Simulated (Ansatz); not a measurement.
# Band-structure calculation of CdS

CdS (F-43m, 2 atoms in the cell), computed with DFT, PBE with spin-orbit coupling, plane waves, PAW (Ansatz 0.2.0).

The structure derives from an entry of the Crystallography Open Database. The geometry comes from this level: r2SCAN.

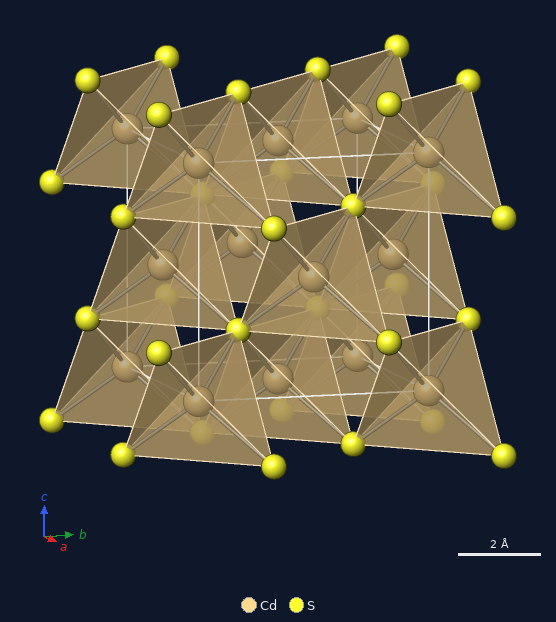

Fig. 1: The input geometry (polyhedral view of the cell 4 times as large as that of the calculation, set on its symmetry axes, seen slightly off an axis; polyhedra are completed across the faces of the cell).

**Summary**

- outcome: converged
- space group (tolerance 0.01 Å): F-43m (216)
- electrons treated: 26
- free energy: −9160.5173 eV
- Fermi energy: 7.149 eV
- gap on the k-point mesh: 1.08 eV
- net moment of the cell: 0.00 μB
- integrated absolute moment: 0.00 μB
- pressure: 1.33 GPa
- largest force (length of the vector): under 0.001 eV/Å
- hardware: 2 threads of an Arm (aarch64) CPU, shared host
- wall time: 14 s (CPU time 26 s)
- peak memory: 0.47 GiB

**Input file**
```yaml
crystal:
  lattice:
    - [0.0, 2.9392138922, 2.9392138922]
    - [2.9392138922, 0.0, 2.9392138922]
    - [2.9392138922, 2.9392138922, 0.0]
  atoms:
    - { symbol: Cd, position: [0.0, 0.0, 0.0] }
    - { symbol: S, position: [0.25, 0.25, 0.25] }
kpoints:
  mp_grid: { grid: [8, 8, 8] }
  band_path:
    path:
      - [0.0, 0.0, 0.0]
      - [-0.5, -0.5, 0.0]
      - [-0.375, -0.375, 0.25]
      - [-0.375, 0.0, 0.375]
      - [0.0, 0.0, 0.5]
      - [-0.5, -0.25, 0.25]
    npoints: 1
hamiltonian:
  xc: pbe
scf:
  occupations: { method: fermi_dirac, width: 0.02 }
  n_extra_bands: 8
magnetization:
  noncollinear: true
  spin_orbit: true
output:
  forces: true
  stress: true
  eigenvalues: true
  write_density: true
  write_potential: true
  elf: true
  volumetric_format: npy
```

Command:
```bash
ansatz run input.yaml --threads 2 --pin off --max-ram 2211MiB --backend cpu --events-out ev --progress --plain --runs-dir out
```

**What the program printed**
```
scf.n_extra_bands = 8 over 26 filled bands (N_el = 26.0): the run solves 34 bands
Engine: ansatz 0.2.0, aarch64-unknown-linux-gnu
Pseudopotentials: kind: paw_fr
Pseudopotential: Cd, paw_fr, valence charge 20, recommended cutoff 420 eV (normal), Cd.paw.azcp#standard-fr
Pseudopotential: S, paw_fr, valence charge 6, recommended cutoff 420 eV (normal), S.paw.azcp#standard-fr
Functional definition: PBE
  parameter kappa = 0.804
  parameter beta = 0.06672455060314922
  exchange = pbe_x(kappa = kappa, mu = beta*pi^2/3)
  correlation = pbe_c(beta = beta)
non-collinear run that drives no moment, with spin-orbit: no starting moment large enough to seed its density (crystal.atoms[].spin), no starting occupations that ask for one, no magnetisation constraint and no magnetic field, so the semilocal B_xc is pinned to zero
Crystal: 2 atoms, lattice volume = 50.784 Å³
Basis set: ecut = 420 eV, 965 PW (Γ), exchange–correlation on 60×60×60 points (8 copies of the dense FFT grid, shifted against one another)
Bands: 34, of which v1, the nominal top of the filled ones, is band 26 counted from 1 (25 counted from 0)
Symmetry: 24 space group operations + 24 with time reversal
Magnetic group: BNS 216.75 (UNI 1577), of the structure as read, at distance tolerance 3.7e-5 Å
k-points: 29 of 512 (time reversal used)
Projection manifold: j_resolved (fully-relativistic pseudo-atomic orbitals)
Non-local potential: Cd, projectors of the file, l = 0: 3, l = 1: 4, l = 2: 4, l = 3: 2
Non-local potential: S, projectors of the file, l = 0: 2, l = 1: 4, l = 2: 4
PAW form: soft (Blöchl's): semilocal exchange-correlation on the pseudo side does not see the compensation charge
PAW one-centre angular grid: Cd, 590 points (default); XC on 64 Gauss nodes
PAW one-centre angular grid: S, 110 points (default); XC on 64 Gauss nodes
Initial density: superposition of atomic densities (chi_scale 0.1, normalization cell, long waves kept (reshape's long-wave potential 0.00 eV rms))
Initial wavefunctions: pseudopotential atomic-orbital guess
Functional: x = pbe(κ = 0.804, μ = 0.2195149727645171), c = pbe(β = 0.06672455060314922)
SCF iter   1: F=—  HF=-9160.598770 eV  |F-HF|=—  |Δ(HF+E_count)|=         —  Δρ=2.94e-2  dr2=3.78e-1  dr2_m=0.00e0 (ungated)  ethr=3.10e-3  |M|=0.00e0 ∫|m|=0.00e0 μB  |m|>n=0.0e0 m-floor=0.0e0 τ_xc=0.0e0  β_m=0.30  ⟨swp⟩=8.7  Hψ=5332  notcnv=0
preconditioner: auto → none  [insulator: Δε(μ)=1.296 eV  Ē_g=12.498 eV  σ=0.020 eV  W_gap=1.00  n_scr=14 (ndim 8)  ℏωp=22.1 eV  f_vac=0.081  D(μ)=0.00/eV (n_scr^D=0)  ε∞_Penn≈4.1]
SCF iter   2: F=—  HF=-9160.522368 eV  |F-HF|=—  |Δ(HF+E_count)|=   7.64e-2  Δρ=1.61e-2  dr2=8.74e-2  dr2_m=0.00e0 (ungated)  ethr=1.45e-3  |M|=0.00e0 ∫|m|=0.00e0 μB  |m|>n=0.0e0 m-floor=0.0e0 τ_xc=0.0e0  β_m=0.42  ⟨swp⟩=3.0  Hψ=1802  notcnv=0  defer=108
SCF iter   3: F=—  HF=-9160.515977 eV  |F-HF|=—  |Δ(HF+E_count)|=   6.39e-3  Δρ=6.00e-3  dr2=9.31e-3  dr2_m=0.00e0 (ungated)  ethr=3.36e-4  |M|=0.00e0 ∫|m|=0.00e0 μB  |m|>n=0.0e0 m-floor=0.0e0 τ_xc=0.0e0  β_m=0.58  ⟨swp⟩=3.0  Hψ=1514  notcnv=0  defer=108
SCF iter   4: F=—  HF=-9160.517327 eV  |F-HF|=—  |Δ(HF+E_count)|=   1.35e-3  Δρ=7.06e-4  dr2=2.84e-4  dr2_m=0.00e0 (ungated)  ethr=3.58e-5  |M|=0.00e0 ∫|m|=0.00e0 μB  |m|>n=0.0e0 m-floor=0.0e0 τ_xc=0.0e0  β_m=0.49  ⟨swp⟩=2.1  Hψ=1178  notcnv=0  defer=108
SCF iter   5: F=—  HF=-9160.517255 eV  |F-HF|=—  |Δ(HF+E_count)|=   7.16e-5  Δρ=2.74e-4  dr2=1.69e-5  dr2_m=0.00e0 (ungated)  ethr=1.09e-6  |M|=0.00e0 ∫|m|=0.00e0 μB  |m|>n=0.0e0 m-floor=0.0e0 τ_xc=0.0e0  β_m=0.67  ⟨swp⟩=2.0  Hψ=1367  notcnv=0  defer=108
SCF iter   6: F=—  HF=-9160.517280 eV  |F-HF|=—  |Δ(HF+E_count)|=   2.43e-5  Δρ=4.93e-5  dr2=8.24e-7  dr2_m=0.00e0 (ungated)  ethr=6.49e-8  |M|=0.00e0 ∫|m|=0.00e0 μB  |m|>n=0.0e0 m-floor=0.0e0 τ_xc=0.0e0  β_m=0.84  ⟨swp⟩=2.3  Hψ=1376  notcnv=0  defer=108
SCF iter   7: F=-9160.517280 eV  HF=-9160.517280 eV  |F-HF|=6.24e-9  |Δ(HF+E_count)|=   7.71e-7  Δρ=3.52e-6  dr2=6.68e-9  dr2_m=0.00e0 (ungated)  ethr=3.85e-10  |M|=0.00e0 ∫|m|=0.00e0 μB  |m|>n=0.0e0 m-floor=0.0e0 τ_xc=0.0e0  ⟨swp⟩=13.3  Hψ=6996  notcnv=0
SCF 1 converged in 7 iterations: F = -9160.517280 eV  dr2 = 6.68e-9
  greatest PAW one-centre occupation: 1.000 electrons in one spin orbital (limit 2), on the Cd atom at site 0 (counted from 0), in its partial waves of l = 0
```

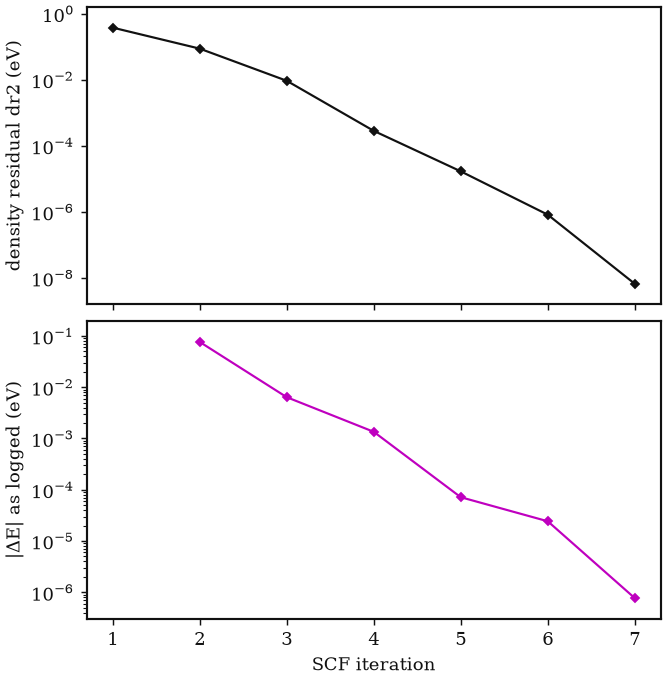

Fig. 2: Convergence of the self-consistent field: density residual dr2 and size of the energy change against the SCF iteration. The residual falls at every step.

```
NSCF: frozen V_eff on 6 k-points
SCF converged after 7 iterations
Magnetization: |M| = 0.0000 μB,  M = (+0.0000, +0.0000, +0.0000) μB
Absolute magnetization: 0.0000 μB (∫|m|)
  site 0: m = (+0.0000, +0.0000, +0.0000) μB, |m| = 0.0000 μB  (R = 1.05 Å)
  site 1: m = (+0.0000, +0.0000, +0.0000) μB, |m| = 0.0000 μB  (R = 1.05 Å)
Free energy (F): -9160.517280 eV
Harris-Foulkes:  -9160.517280 eV  (|F-HF|=6.24e-9)
Internal energy: -9160.517280 eV  (E = F + TS)
E sigma→0 (E₀):  -9160.517280 eV
Fermi energy:    7.149108 eV
--- Per-component energies (eV) ---
  E_band       = -514.327842
  E_kinetic    = 611.527396
  E_local      = -4045.490131  (includes V_loc(G=0)·N_el)
  E_nonlocal   = 60.310395
  E_hartree    = 1856.356629
  E_xc         = -273.756437
  E_vxc        = -308.923850  (∫ρ·V_xc dr)
  E_paw        = -4685.387620  (= ΣΔE_a)
  E_vpaw       = -544.463270  (= ΣTr[D̂ρ^β])
  E_aug_tail   = 0.000016  (compensation charges beyond the density's cutoff)
  E_ewald      = -2684.077528
  E_smearing   = -0.000000  (= −TS)
  E_closure    = 0.000000  (closes the sum)
  Σ components = -9160.517280   (vs F -9160.517280, Δ=0.00e0)
--- Forces (eV/Å), atoms counted from 1 ---
  atom   1  Cd     0.00000000    -0.00000000    -0.00000000
  atom   2  S     -0.00000000     0.00000000     0.00000000
  max |Σ_I F_I| component: 1.39e-16 eV/Å
--- Stress (GPa, compression-positive) ---
        1.328929       0.000000      -0.000000
        0.000000       1.328929       0.000000
       -0.000000       0.000000       1.328929
  P = ⅓ Tr σ = 1.3289 GPa (13.289 kbar)
--- Band table (eV; the first three rows and the last of 29) ---
  k-point 0: bands = ["-94.6431", "-94.6431", "-59.7619", "-59.7619", "-53.9450", "-53.9450", "-53.9450", "-53.9450", "-5.6410", "-5.6410", "-1.3188", "-1.3188", "-1.3188", "-1.3188", "-0.8120", "-0.8120", "-0.4614", "-0.4614", "-0.4614", "-0.4614", "6.5559", "6.5559", "6.6017", "6.6017", "6.6017", "6.6017", "7.6813", "7.6813", "12.8297", "12.8297", "13.2450", "13.2450", "13.2450", "13.2450"]
  k-point 1: bands = ["-94.6431", "-94.6431", "-59.7619", "-59.7619", "-53.9451", "-53.9451", "-53.9450", "-53.9450", "-5.5819", "-5.5819", "-1.3244", "-1.2938", "-1.2761", "-1.2761", "-0.7803", "-0.7803", "-0.4701", "-0.4638", "-0.4638", "-0.4291", "5.5801", "5.5801", "6.4533", "6.4533", "6.4753", "6.4977", "8.5148", "8.5148", "12.7739", "12.7739", "13.2307", "13.2307", "13.4347", "13.4359"]
  k-point 2: bands = ["-94.6431", "-94.6431", "-59.7619", "-59.7619", "-53.9453", "-53.9453", "-53.9451", "-53.9451", "-5.4387", "-5.4387", "-1.3113", "-1.2677", "-1.1473", "-1.1473", "-0.7018", "-0.7018", "-0.4448", "-0.4365", "-0.4365", "-0.3860", "4.1536", "4.1536", "6.1877", "6.1877", "6.2106", "6.2415", "9.3133", "9.3133", "12.8120", "12.8120", "13.4918", "13.4918", "13.7177", "13.7212"]
  k-point 28: bands = ["-94.6431", "-94.6431", "-59.7621", "-59.7621", "-53.9455", "-53.9454", "-53.9454", "-53.9453", "-5.1151", "-5.1119", "-1.1462", "-1.1409", "-1.0934", "-0.7673", "-0.5798", "-0.5067", "-0.3994", "-0.3659", "0.0318", "0.1753", "2.7867", "2.8144", "4.3778", "4.4604", "4.4717", "4.4983", "11.8920", "11.9276", "12.0031", "12.0324", "13.6476", "13.8574", "14.5981", "14.6467"]
```

**File rho_z.tsv**
```
# z_ang	rho[e/angstrom^3]	m_x[e/angstrom^3]	m_y[e/angstrom^3]	m_z[e/angstrom^3]	m_norm[e/angstrom^3]
# format = ansatz-planar-average/11
# lattice	0.000000000	2.939213892	2.939213892
# lattice	2.939213892	0.000000000	2.939213892
# lattice	2.939213892	2.939213892	0.000000000
# sites	2
# site	48	0.000000000	0.000000000	0.000000000
# site	16	1.469606946	1.469606946	1.469606946
0.000000	1.498356e0	0.000000e0	0.000000e0	0.000000e0	0.000000e0
0.138556	1.462790e0	0.000000e0	0.000000e0	0.000000e0	0.000000e0
0.277112	1.310269e0	0.000000e0	0.000000e0	0.000000e0	0.000000e0
0.415668	1.089135e0	0.000000e0	0.000000e0	0.000000e0	0.000000e0
0.554223	8.558252e-1	0.000000e0	0.000000e0	0.000000e0	0.000000e0
0.692779	6.538513e-1	0.000000e0	0.000000e0	0.000000e0	0.000000e0
0.831335	5.039875e-1	0.000000e0	0.000000e0	0.000000e0	0.000000e0
0.969891	4.060092e-1	0.000000e0	0.000000e0	0.000000e0	0.000000e0
1.108447	3.472122e-1	0.000000e0	0.000000e0	0.000000e0	0.000000e0
1.247003	3.117352e-1	0.000000e0	0.000000e0	0.000000e0	0.000000e0
1.385559	2.862497e-1	0.000000e0	0.000000e0	0.000000e0	0.000000e0
1.524115	2.615954e-1	0.000000e0	0.000000e0	0.000000e0	0.000000e0
1.662670	2.330343e-1	0.000000e0	0.000000e0	0.000000e0	0.000000e0
1.801226	2.003459e-1	0.000000e0	0.000000e0	0.000000e0	0.000000e0
1.939782	1.665920e-1	0.000000e0	0.000000e0	0.000000e0	0.000000e0
2.078338	1.356291e-1	0.000000e0	0.000000e0	0.000000e0	0.000000e0
2.216894	1.101716e-1	0.000000e0	0.000000e0	0.000000e0	0.000000e0
2.355450	9.128688e-2	0.000000e0	0.000000e0	0.000000e0	0.000000e0
2.494006	7.896628e-2	0.000000e0	0.000000e0	0.000000e0	0.000000e0
2.632562	7.316627e-2	0.000000e0	0.000000e0	0.000000e0	0.000000e0
2.771117	7.468620e-2	0.000000e0	0.000000e0	0.000000e0	0.000000e0
2.909673	8.588269e-2	0.000000e0	0.000000e0	0.000000e0	0.000000e0
3.048229	1.124071e-1	0.000000e0	0.000000e0	0.000000e0	0.000000e0
3.186785	1.659718e-1	0.000000e0	0.000000e0	0.000000e0	0.000000e0
3.325341	2.642944e-1	0.000000e0	0.000000e0	0.000000e0	0.000000e0
3.463897	4.240875e-1	0.000000e0	0.000000e0	0.000000e0	0.000000e0
3.602453	6.488847e-1	0.000000e0	0.000000e0	0.000000e0	0.000000e0
3.741009	9.187476e-1	0.000000e0	0.000000e0	0.000000e0	0.000000e0
3.879564	1.188707e0	0.000000e0	0.000000e0	0.000000e0	0.000000e0
4.018120	1.399409e0	0.000000e0	0.000000e0	0.000000e0	0.000000e0
```

**File v_z.tsv**
```
# z_ang	v_es[eV]	v_tot[eV]	b_x[eV]	b_y[eV]	b_z[eV]
# format = ansatz-planar-average/11
# xc	pbe
# density_cutoff_ev	1680
# datasets	Cd=:simpson_from_first_knot:soft	S=:simpson_from_first_knot:soft
# lattice	0.000000000	2.939213892	2.939213892
# lattice	2.939213892	0.000000000	2.939213892
# lattice	2.939213892	2.939213892	0.000000000
# sites	2
# site	48	0.000000000	0.000000000	0.000000000
# site	16	1.469606946	1.469606946	1.469606946
0.000000	2.503689e0	-9.045596e0	0.000000e0	0.000000e0	0.000000e0
0.138556	1.794410e0	-1.003996e1	0.000000e0	0.000000e0	0.000000e0
0.277112	1.055432e0	-1.089636e1	0.000000e0	0.000000e0	0.000000e0
0.415668	4.539637e-1	-1.148574e1	0.000000e0	0.000000e0	0.000000e0
0.554223	1.789710e-1	-1.167540e1	0.000000e0	0.000000e0	0.000000e0
0.692779	3.103046e-1	-1.140962e1	0.000000e0	0.000000e0	0.000000e0
0.831335	7.996018e-1	-1.069823e1	0.000000e0	0.000000e0	0.000000e0
0.969891	1.539974e0	-9.617061e0	0.000000e0	0.000000e0	0.000000e0
1.108447	2.412161e0	-8.304904e0	0.000000e0	0.000000e0	0.000000e0
1.247003	3.306582e0	-6.891370e0	0.000000e0	0.000000e0	0.000000e0
1.385559	4.191365e0	-5.443008e0	0.000000e0	0.000000e0	0.000000e0
1.524115	5.178087e0	-3.892299e0	0.000000e0	0.000000e0	0.000000e0
1.662670	6.367988e0	-2.166330e0	0.000000e0	0.000000e0	0.000000e0
1.801226	7.678547e0	-3.516414e-1	0.000000e0	0.000000e0	0.000000e0
1.939782	8.890576e0	1.372377e0	0.000000e0	0.000000e0	0.000000e0
2.078338	9.797446e0	2.785874e0	0.000000e0	0.000000e0	0.000000e0
2.216894	1.033796e1	3.773099e0	0.000000e0	0.000000e0	0.000000e0
2.355450	1.058795e1	4.410033e0	0.000000e0	0.000000e0	0.000000e0
2.494006	1.062452e1	4.708189e0	0.000000e0	0.000000e0	0.000000e0
2.632562	1.047613e1	4.652625e0	0.000000e0	0.000000e0	0.000000e0
2.771117	1.015257e1	4.348844e0	0.000000e0	0.000000e0	0.000000e0
2.909673	9.608494e0	3.690821e0	0.000000e0	0.000000e0	0.000000e0
3.048229	8.826747e0	2.508183e0	0.000000e0	0.000000e0	0.000000e0
3.186785	7.899137e0	9.644266e-1	0.000000e0	0.000000e0	0.000000e0
3.325341	6.946990e0	-6.996250e-1	0.000000e0	0.000000e0	0.000000e0
3.463897	6.049093e0	-2.361942e0	0.000000e0	0.000000e0	0.000000e0
3.602453	5.228051e0	-3.939244e0	0.000000e0	0.000000e0	0.000000e0
3.741009	4.477387e0	-5.410793e0	0.000000e0	0.000000e0	0.000000e0
3.879564	3.785079e0	-6.767022e0	0.000000e0	0.000000e0	0.000000e0
4.018120	3.143999e0	-7.968569e0	0.000000e0	0.000000e0	0.000000e0
```

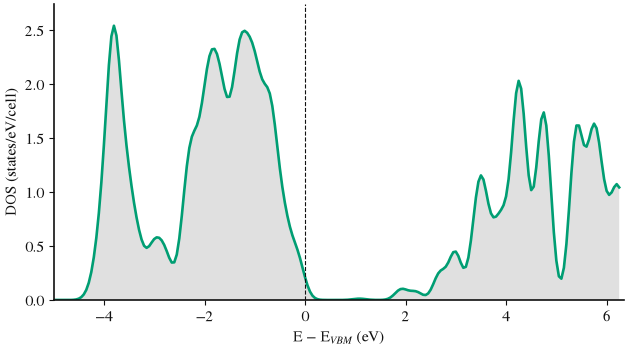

Fig. 3: Density of states (the curve is built from the levels of the k mesh with Gaussians 0.3 eV wide, which also blur the band edges), with energies from the valence-band top. There is a gap of 1.08 eV on the k-point mesh. Small ripples come from the finite k-point mesh.

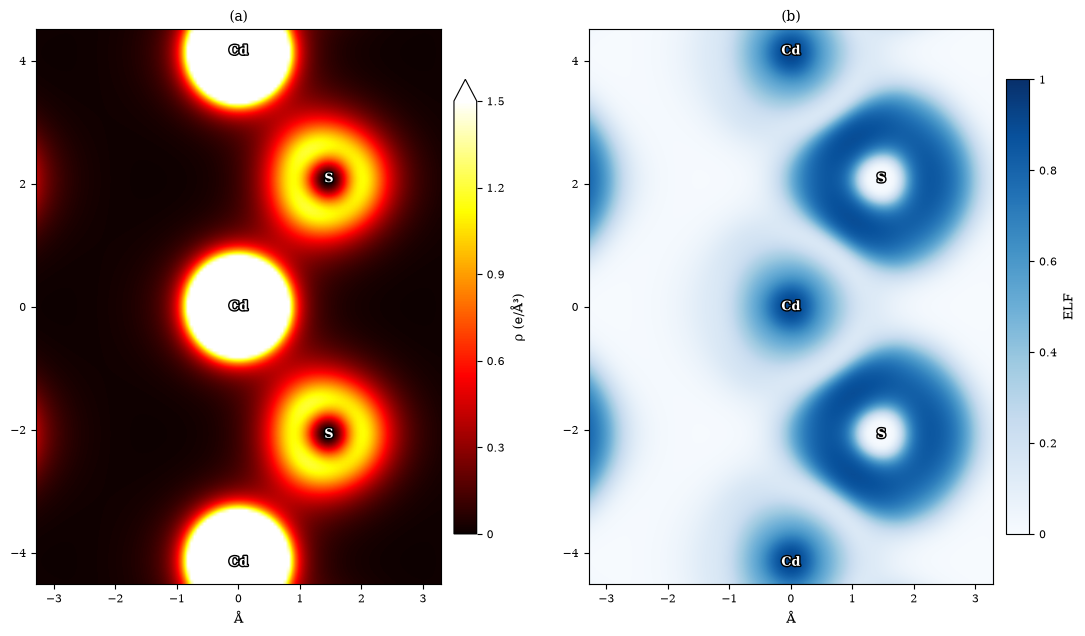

Fig. 4: (a) valence electron density; (b) ELF on the (101) plane of the conventional cell. The section cuts through Cd and S sites. Cd–S (2.55 Å): ρ is about 0.41 e/Å³ halfway; the ELF is about 0.30 at the midpoint. Away from the nuclei the density in this plane falls to 0.01 e/Å³ at its lowest. The strong features right at Cd lie inside the PAW spheres (semicore, d or f shells) and say nothing about bonding. The fields are those of the smooth PAW valence density.

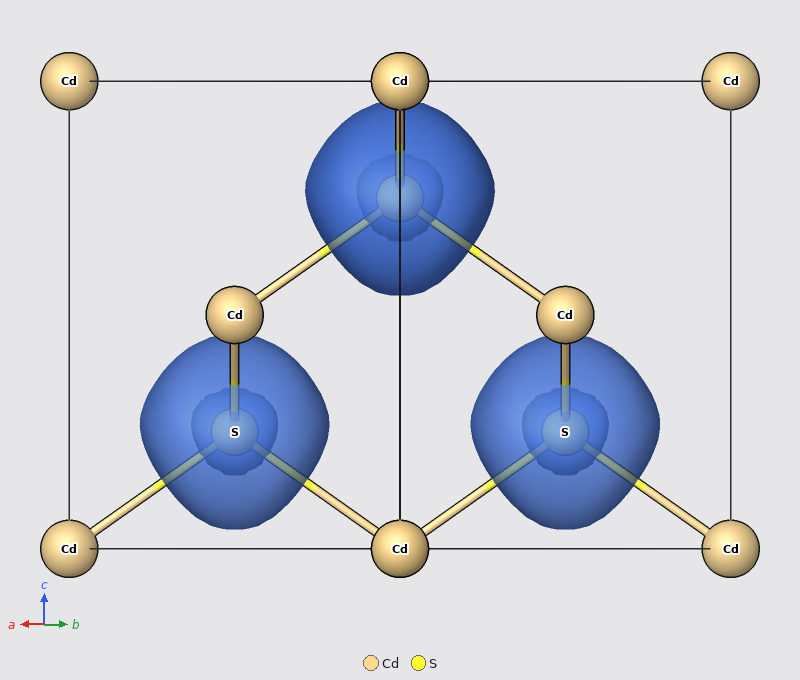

Fig. 5: Isosurface of the ELF at 0.7 (blue), seen along [110]. Only the valence region is drawn (cores and ρ < 0.01 e/Å³ removed). Sticks mark near contacts. The outline is the cell set on symmetry axes. Values along the shortest contacts: Cd–S (2.55 Å): the ELF is about 0.30 at the midpoint.
